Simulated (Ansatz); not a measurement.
Input

```
crystal:
  lattice:
    - [3.8936249088, 0.0, 0.0]
    - [0.0, 7.7851408787, 0.0]
    - [0.0, 0.0, 5.5003000602]
  atoms:
    - { symbol: P, position: [0.0, 0.2463174227, 1.0669e-06] }
    - { symbol: Ga, position: [0.5, 0.2433831818, 0.7542795047] }
    - { symbol: P, position: [0.5, 0.0, 0.4999097428] }
    - { symbol: Ga, position: [0.0, 0.0, 0.2539211835] }
    - { symbol: P, position: [0.0, 0.7536825773, 1.0669e-06] }
    - { symbol: Ga, position: [0.5, 0.7566168182, 0.7542795047] }
    - { symbol: As, position: [0.5, 0.5, 0.5001922911] }
    - { symbol: Ga, position: [0.0, 0.5, 0.2374156393] }
kpoints:
  mp_grid: { grid: [6, 4, 6] }
  band_path:
    path:
      - [[0.0, 0.0, 0.0], [0.5, 0.0, 0.0], [0.5, 0.5, 0.0], [0.0, 0.5, 0.0], [0.0, 0.0, 0.0], [0.0, 0.0, 0.5], [0.5, 0.0, 0.5], [0.5, 0.5, 0.5], [0.0, 0.5, 0.5], [0.0, 0.0, 0.5]]
      - [[0.5, 0.0, 0.0], [0.5, 0.0, 0.5]]
      - [[0.0, 0.5, 0.0], [0.0, 0.5, 0.5]]
      - [[0.5, 0.5, 0.0], [0.5, 0.5, 0.5]]
    npoints: 10
hamiltonian:
  xc: pbe
scf:
  occupations: { method: fermi_dirac, width: 0.02 }
  n_extra_bands: 6
output:
  forces: true
  stress: true
  eigenvalues: true
  write_density: true
  write_potential: true
  elf: true
  volumetric_format: npy
```

Run with:

```sh
ansatz run input.yaml --threads 4 --pin off --max-ram 6451MiB --backend cpu --events-out ev --progress --plain --runs-dir out
```

Below, planes, directions and counts refer to the conventional cell (a = 3.89 Å, b = 7.79 Å, c = 5.50 Å, α = 90.00°, β = 90.00°, γ = 90.00°).

Space group Pmm2; started from the ordered alloy on zincblende lattice prototype, which need not be the ambient phase; computed pressure about 3 GPa in this cell.

These are results of DFT, PBE, plane waves, PAW in Ansatz, not measurements.

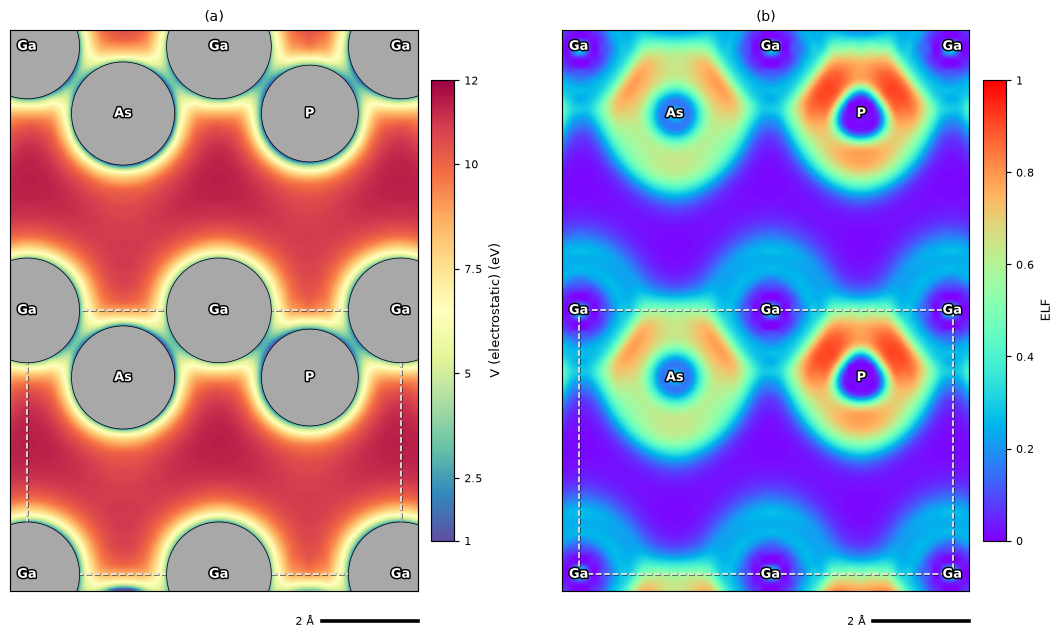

Ga4AsP3. (a) electrostatic potential energy of an electron; (b) electron localisation function on the (100) plane of the conventional cell. Grey discs cover the atomic cores in the potential map.

Core electrons are frozen (PAW), and the valence fields are smoothed inside the atomic spheres.

**Describe what can be read from this map.**

- The section cuts through Ga, P and As sites.
- Ga–P (2.36 Å): the ELF peaks at about 0.90 in the valence shell of P, 0.9 Å from its nucleus, and is about 0.75 at the midpoint.
- Ga–As (2.44 Å): the ELF peaks at about 0.80 between the atoms: localised, covalent bonding.
- Outside the cores the potential energy rises away from the atoms and is highest about 2.3 Å from the nearest atoms; its zero is arbitrary.

**Does the calculation give a band gap?**

It is gapped, with a Kohn–Sham gap of 1.4 eV on the k-point mesh, an upper bound to the gap of this method.
